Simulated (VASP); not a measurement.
**Geometry relaxation of RbCl**

RbCl (2 atoms in the cell), computed with Kohn-Sham DFT of a periodic cell, PBE, VASP PAW PBE potentials, minimal, no spin polarisation (VASP 6.6.1).

The structure derives from an entry of the Crystallography Open Database.

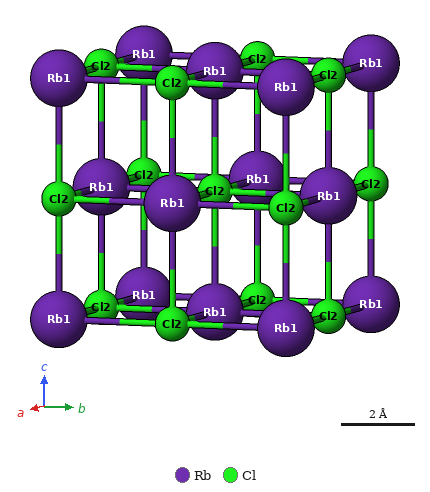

Fig. 1: The structure as given in the input (ball-and-stick view of the cell 4 times as large as that of the calculation, set on its symmetry axes, seen slightly off an axis; atoms are numbered from 1 in the order of the input).

INCAR
```
PREC = Accurate
ENCUT = 300
EDIFF = 1E-7
ISMEAR = 0
SIGMA = 0.03
LREAL = F
LASPH = T
NELM = 80
ALGO = Normal
ISIF = 2
LWAVE = F
LCHARG = F
GGA = PE
IBRION = 2
NSW = 40
EDIFFG = -0.01
```

KPOINTS
```
regular mesh
0
Gamma
  4 4 4
```

POSCAR
```
RbCl                                    
1.0
   -0.0000000000      3.3310379739      3.3310379739
    3.3310379739     -0.0000000000      3.3310379739
    3.3310379739      3.3310379739     -0.0000000000
  Rb              Cl            
     1     1
Direct
     0.0000000000000000    0.0000000000000000    0.0000000000000000
     0.5000000000000000    0.5000000000000000    0.5000000000000000
```

Hardware: 1 thread of Intel Xeon (Sapphire Rapids), 128 GiB of memory available, shared host.

Command:
```bash
cat potpaw_PBE.64/Rb_pv/POTCAR potpaw_PBE.64/Cl/POTCAR > POTCAR
mpirun -np 1 vasp_std > vasp.out
```

OSZICAR
```
N       E                     dE             d eps       ncg     rms          rms(c)
DAV:   1     0.592303077103E+02    0.59230E+02   -0.46305E+03   176   0.686E+02
DAV:   2    -0.327270617841E+01   -0.62503E+02   -0.60905E+02   253   0.148E+02
DAV:   3    -0.696971227742E+01   -0.36970E+01   -0.36919E+01   212   0.374E+01
DAV:   4    -0.700625276963E+01   -0.36540E-01   -0.36531E-01   194   0.469E+00
DAV:   5    -0.700679817822E+01   -0.54541E-03   -0.54539E-03   226   0.572E-01    0.323E+00
DAV:   6    -0.663927703137E+01    0.36752E+00   -0.80549E-01   191   0.480E+00    0.273E+00
DAV:   7    -0.661596901330E+01    0.23308E-01   -0.16798E-01   194   0.230E+00    0.165E+00
DAV:   8    -0.663048383080E+01   -0.14515E-01   -0.16723E-02   182   0.109E+00    0.198E-01
DAV:   9    -0.663167705162E+01   -0.11932E-02   -0.17568E-03   217   0.277E-01    0.123E-01
DAV:  10    -0.663244336431E+01   -0.76631E-03   -0.71403E-04   176   0.197E-01    0.319E-02
DAV:  11    -0.663244602031E+01   -0.26560E-05   -0.37156E-05   222   0.379E-02    0.119E-02
DAV:  12    -0.663245466857E+01   -0.86483E-05   -0.12376E-05   182   0.232E-02    0.214E-03
DAV:  13    -0.663245493422E+01   -0.26565E-06   -0.43351E-07   200   0.510E-03    0.111E-03
DAV:  14    -0.663245515218E+01   -0.21796E-06   -0.10789E-07   185   0.240E-03    0.145E-04
DAV:  15    -0.663245516692E+01   -0.14740E-07   -0.14173E-09   127   0.323E-04
   1 F= -.66324552E+01 E0= -.66324552E+01  d E =-.663246E+01
```

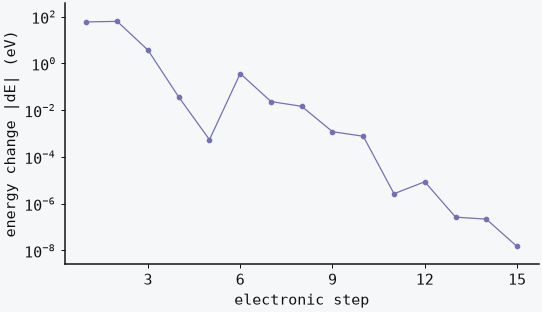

Fig. 2: Convergence of the self-consistent field: energy change |dE| against the electronic step. It takes 15 electronic steps. The density is held fixed in the first few steps, and dE rises again when its update begins.

Parts of OUTCAR
```
PREC = Accurate
   ENCUT = 300
   EDIFF = 1E-7
   ISMEAR = 0
   LREAL = F
   LASPH = T
   NELM = 80
   ISIF = 2
   GGA = PE
   IBRION = 2
   NSW = 40
   EDIFFG = -0.01

 ion  position               nearest neighbor table
   1  0.000  0.000  0.000-   2 3.33   2 3.33   2 3.33   2 3.33   2 3.33   2 3.33
   2  0.500  0.500  0.500-   1 3.33   1 3.33   1 3.33   1 3.33   1 3.33   1 3.33

  LATTYP: Found a face centered cubic cell.
 ALAT       =     6.6620759478

  Lattice vectors:

 A1 = (   0.0000000000,   3.3310379739,   3.3310379739)
 A2 = (   3.3310379739,   0.0000000000,   3.3310379739)
 A3 = (   3.3310379739,   3.3310379739,   0.0000000000)

Analysis of symmetry for initial positions (statically):
=====================================================================
 Subroutine PRICEL returns:
 Original cell was already a primitive cell.

 Routine SETGRP: Setting up the symmetry group for a
 face centered cubic supercell.

 Subroutine GETGRP returns: Found 48 space group operations
 (whereof 48 operations were pure point group operations)
 out of a pool of 48 trial point group operations.

The static configuration has the point symmetry O_h .

Analysis of symmetry for dynamics (positions and initial velocities):
=====================================================================
 Subroutine PRICEL returns:
 Original cell was already a primitive cell.

 Routine SETGRP: Setting up the symmetry group for a
 face centered cubic supercell.

 Subroutine GETGRP returns: Found 48 space group operations
 (whereof 48 operations were pure point group operations)
 out of a pool of 48 trial point group operations.

The dynamic configuration has the point symmetry O_h .

 Subroutine INISYM returns: Found 48 space group operations
 (whereof 48 operations are pure point group operations),
 and found     1 'primitive' translations

----------------------------------------------------------------------------------------

                                     Primitive cell

  volume of cell :      73.9212

  direct lattice vectors                    reciprocal lattice vectors
     0.000000000  3.331037974  3.331037974    -0.150103362  0.150103362  0.150103362
     3.331037974  0.000000000  3.331037974     0.150103362 -0.150103362  0.150103362
     3.331037974  3.331037974  0.000000000     0.150103362  0.150103362 -0.150103362

  length of vectors
     4.710799079  4.710799079  4.710799079     0.259986650  0.259986650  0.259986650

  position of ions in fractional coordinates (direct lattice)
     0.000000000  0.000000000  0.000000000
     0.500000000  0.500000000  0.500000000

  ion indices of the primitive-cell ions
   primitive index   ion index
                 1           1
                 2           2

----------------------------------------------------------------------------------------

 KPOINTS: regular mesh

Automatic generation of k-mesh.
 Grid dimensions read from file:
 generate k-points for:    4    4    4

 Generating k-lattice:

  Cartesian coordinates                     Fractional coordinates (reciprocal lattice)
    -0.037525841  0.037525841  0.037525841     0.250000000  0.000000000  0.000000000
     0.037525841 -0.037525841  0.037525841     0.000000000  0.250000000  0.000000000
     0.037525841  0.037525841 -0.037525841     0.000000000  0.000000000  0.250000000

  Length of vectors
     0.064996662  0.064996662  0.064996662

  Shift w.r.t. Gamma in fractional coordinates (k-lattice)
     0.000000000  0.000000000  0.000000000

 Subroutine IBZKPT returns following result:
 ===========================================

 Found      8 irreducible k-points:

 Following reciprocal coordinates:
            Coordinates               Weight
  0.000000  0.000000  0.000000      1.000000
  0.250000  0.000000  0.000000      8.000000
  0.500000  0.000000  0.000000      4.000000
  0.250000  0.250000  0.000000      6.000000
  0.500000  0.250000  0.000000     24.000000
 -0.250000  0.250000  0.000000     12.000000
  0.500000  0.500000  0.000000      3.000000
 -0.250000  0.500000  0.250000      6.000000
   k-points           NKPTS =      8   k-points in BZ     NKDIM =      8   number of bands    NBANDS=     11
   number of dos      NEDOS =    301   number of ions     NIONS =      2
   total plane-waves  NPLWV =  21952
   dimension x,y,z NGX =    28 NGY =   28 NGZ =   28
   dimension x,y,z NGXF=    56 NGYF=   56 NGZF=   56
   ions per type =               1   1
   NGX,Y,Z   is equivalent  to a cutoff of   9.88,  9.88,  9.88 a.u.
   NGXF,Y,Z  is equivalent  to a cutoff of  19.76, 19.76, 19.76 a.u.
 SYSTEM =  unknown system
   PREC   = accura    normal or accurate (medium, high low for compatibility)
   ISTART =      0    job   : 0-new  1-cont  2-samecut
   ICHARG =      2    charge: 1-file 2-atom 10-const
   ISPIN  =      1    spin polarized calculation?
   LNONCOLLINEAR =      F non collinear calculations
   LSORBIT =      F    spin-orbit coupling
   LASPH  =      T    aspherical Exc in radial PAW
   ENCUT  =  300.0 eV  22.05 Ry    4.70 a.u.   6.65  6.65  6.65*2*pi/ulx,y,z
   NELM   =     80;   NELMIN=  2; NELMDL= -5     # of ELM steps
   EDIFF  = 0.1E-06   stopping-criterion for ELM
   LREAL  =      F    real-space projection
   EDIFFG = -.1E-01   stopping-criterion for IOM
   NSW    =     40    number of steps for IOM
   IBRION =      2    ionic relax: 0-MD 1-quasi-New 2-CG
   NFREE  =      1    steps in history (QN), initial steepest desc. (CG)
   ISIF   =      2    stress and relaxation
   ISYM   =      2    0-nonsym 1-usesym 2-fastsym
   POTIM  = 0.5000    time-step for ionic-motion
   TEBEG  =    0.0;   TEEND  =   0.0 temperature during run
   PSTRESS=    0.0 pullay stress
   NELECT =      14.0000    total number of electrons
   NUPDOWN=      -1.0000    fix difference up-down
   EMIN   =  10.00;   EMAX   =-10.00  energy-range for DOS
   EFERMI =   0.00;   METHOD = LEGACY
   ISMEAR =     0;   SIGMA  =   0.03  broadening in eV -4-tet -1-fermi 0-gaus
   EFERMI_NEDOS =   21; number of points for ismear=-14 and -15
   IALGO  =     38    algorithm
   IMIX   =      4    mixing-type and parameters
     AMIX     =   0.40;   BMIX     =  1.00
     AMIX_MAG =   1.60;   BMIX_MAG =  1.00
  volume/ion in A,a.u.               =      36.96       249.42
  Fermi-wavevector in a.u.,A,eV,Ry     =   0.940144  1.776615 12.025803  0.883872
  Thomas-Fermi vector in A             =   2.067527
   LORBIT       =      0    0 simple, 1 ext, 2 COOP (PROOUT), +10 PAW based schemes
   GGA     = PE    functional components
   LHFCALC =     F    Hartree Fock is set to
   AEXX    =    0.0000 exact exchange contribution
   IVDW    =     0    specifies the selected vdW correction
   LEPSILON=     F    determine dielectric tensor
   LRPA    =     F    only Hartree local field effects (RPA)
 conjugate gradient relaxation of ions
 non-spin polarized calculation
 Gauss-broadening in eV      SIGMA  =   0.03
  energy-cutoff  :      300.00
  volume of cell :       73.92
 maximum number of plane-waves:       893
 NGX is ok and might be reduce to    28
   NGX = 13   NGY = 13   NGZ = 13

 number of electron      14.0000008 magnetization

 Free energy of the ion-electron system (eV)
  ---------------------------------------------------
  ext. energy  EPLUGINS =         0.00000000
  ---------------------------------------------------
  free energy    TOTEN  =        -6.63245517 eV

  energy without entropy =       -6.63245517  energy(sigma->0) =       -6.63245517

 E-fermi :  -3.1868     XC(G=0):  -7.1694     alpha+bet : -5.2802

 val. band max:       -3.3573074524   @ k =   0.0000   0.0000   0.0000
 cond. band min:       1.5091649667   @ k =   0.0000   0.0000   0.0000
 fundamental gap:      4.8664724190
 Fermi energy:        -3.1868329753

 k-point     1 :       0.0000    0.0000    0.0000
  band No.  band energies     occupation
      1     -15.3433      2.00000
      2     -11.4312      2.00000
      3     -11.4312      2.00000
      4     -11.4312      2.00000
      5      -3.3573      2.00000
      6      -3.3573      2.00000
      7      -3.3573      2.00000
      8       1.5092      0.00000
      9       4.5986      0.00000
     10       4.5986      0.00000
     11       4.5986      0.00000

 k-point     2 :       0.2500    0.0000    0.0000
  band No.  band energies     occupation
      1     -15.3639      2.00000
      2     -11.4371      2.00000
      3     -11.4371      2.00000
      4     -11.4219      2.00000
      5      -3.8125      2.00000
      6      -3.5175      2.00000
      7      -3.5175      2.00000
      8       2.7330      0.00000
      9       4.3657      0.00000
     10       5.3360      0.00000
     11       5.3360      0.00000

 k-point     3 :       0.5000    0.0000    0.0000
  band No.  band energies     occupation
      1     -15.3842      2.00000
      2     -11.4429      2.00000
      3     -11.4429      2.00000
      4     -11.4130      2.00000
      5      -4.1767      2.00000
      6      -3.6669      2.00000
      7      -3.6669      2.00000
      8       4.2701      0.00000
      9       4.4683      0.00000
     10       6.6608      0.00000
     11       6.6608      0.00000

 k-point     4 :       0.2500    0.2500    0.0000
  band No.  band energies     occupation
      1     -15.3438      2.00000
      2     -11.4749      2.00000
      3     -11.4749      2.00000
      4     -11.4455      2.00000
      5      -3.8559      2.00000
      6      -3.4269      2.00000
      7      -3.4269      2.00000
      8       2.8449      0.00000
      9       3.5270      0.00000
     10       6.0332      0.00000
     11       6.0624      0.00000

 k-point     5 :       0.5000    0.2500    0.0000
  band No.  band energies     occupation
      1     -15.3365      2.00000
      2     -11.5454      2.00000
      3     -11.4813      2.00000
      4     -11.4713      2.00000
      5      -3.8779      2.00000
      6      -3.6319      2.00000
      7      -3.5657      2.00000
      8       3.7025      0.00000
      9       4.4173      0.00000
     10       6.3093      0.00000
     11       6.7208      0.00000

 k-point     6 :      -0.2500    0.2500    0.0000
  band No.  band energies     occupation
      1     -15.3570      2.00000
      2     -11.5308      2.00000
      3     -11.4437      2.00000
      4     -11.4237      2.00000
      5      -3.9982      2.00000
      6      -3.6519      2.00000
      7      -3.5343      2.00000
      8       3.8493      0.00000
      9       4.3505      0.00000
     10       6.0155      0.00000
     11       6.0841      0.00000

 k-point     7 :       0.5000    0.5000    0.0000
  band No.  band energies     occupation
      1     -15.2874      2.00000
      2     -11.6546      2.00000
      3     -11.5190      2.00000
      4     -11.5190      2.00000
      5      -3.6870      2.00000
      6      -3.4636      2.00000
      7      -3.4636      2.00000
      8       2.8625      0.00000
      9       4.5293      0.00000
     10       6.1624      0.00000
     11       6.6383      0.00000

 k-point     8 :      -0.2500    0.5000    0.2500
  band No.  band energies     occupation
      1     -15.3149      2.00000
      2     -11.5870      2.00000
      3     -11.5870      2.00000
      4     -11.4232      2.00000
      5      -3.7702      2.00000
      6      -3.6009      2.00000
      7      -3.6009      2.00000
      8       4.2570      0.00000
      9       4.2570      0.00000
     10       5.8010      0.00000
     11       5.8303      0.00000

------------------------ aborting loop because EDIFF is reached ----------------------------------------

  FORCE on cell =-STRESS in cart. coord.  units (eV):
  Direction    XX          YY          ZZ          XY          YZ          ZX
  --------------------------------------------------------------------------------------
  -------------------------------------------------------------------------------------
  Total        0.1477882      0.1477882      0.1477882     -0.0000000      0.0000000      0.0000000
  in kB        3.2031818      3.2031818      3.2031818     -0.0000000      0.0000000      0.0000000
  external PRESSURE =       3.2031818 kB  Pullay stress =       0.0000000 kB

 VOLUME and BASIS-vectors are now :
 -----------------------------------------------------------------------------
  energy-cutoff  :      300.00
  volume of cell :       73.92
      direct lattice vectors                 reciprocal lattice vectors
     0.000000000  3.331037974  3.331037974    -0.150103362  0.150103362  0.150103362
     3.331037974  0.000000000  3.331037974     0.150103362 -0.150103362  0.150103362
     3.331037974  3.331037974  0.000000000     0.150103362  0.150103362 -0.150103362

 POSITION                                       TOTAL-FORCE (eV/Angst)
 -----------------------------------------------------------------------------------
      0.00000      0.00000      0.00000        -0.000000     -0.000000     -0.000000
      3.33104      3.33104      3.33104         0.000000      0.000000      0.000000
 -----------------------------------------------------------------------------------
    total drift:                                0.000000      0.000000      0.000000

  FREE ENERGIE OF THE ION-ELECTRON SYSTEM (eV)
  ---------------------------------------------------
  free  energy   TOTEN  =        -6.6324551669 eV

  energy  without entropy=       -6.6324551669  energy(sigma->0) =       -6.63245517

 reached required accuracy - stopping structural energy minimisation
```

CONTCAR
```
RbCl
   1.00000000000000
     0.0000000000000000    3.3310379739000000    3.3310379739000000
     3.3310379739000000    0.0000000000000000    3.3310379739000000
     3.3310379739000000    3.3310379739000000    0.0000000000000000
  Rb              Cl
     1     1
Direct
     0.0000000000000000    0.0000000000000000    0.0000000000000000
     0.5000000000000000    0.5000000000000000    0.5000000000000000

  0.00000000E+00  0.00000000E+00  0.00000000E+00
  0.00000000E+00  0.00000000E+00  0.00000000E+00
```

Key numbers

| quantity | value |
| --- | --- |
| outcome | converged |
| space group (tolerance 0.01 Å) | Fm-3m (225) |
| electrons treated | 14 |
| free energy | −6.6325 eV |
| Fermi energy | −3.187 eV |
| gap on the k-point mesh | 4.87 eV |
| pressure | 0.32 GPa |
| final volume | 73.92 Å³ |
| largest force (length of the vector) | under 0.001 eV/Å |
| wall time | 4.7 s |
| peak memory | 0.15 GiB |
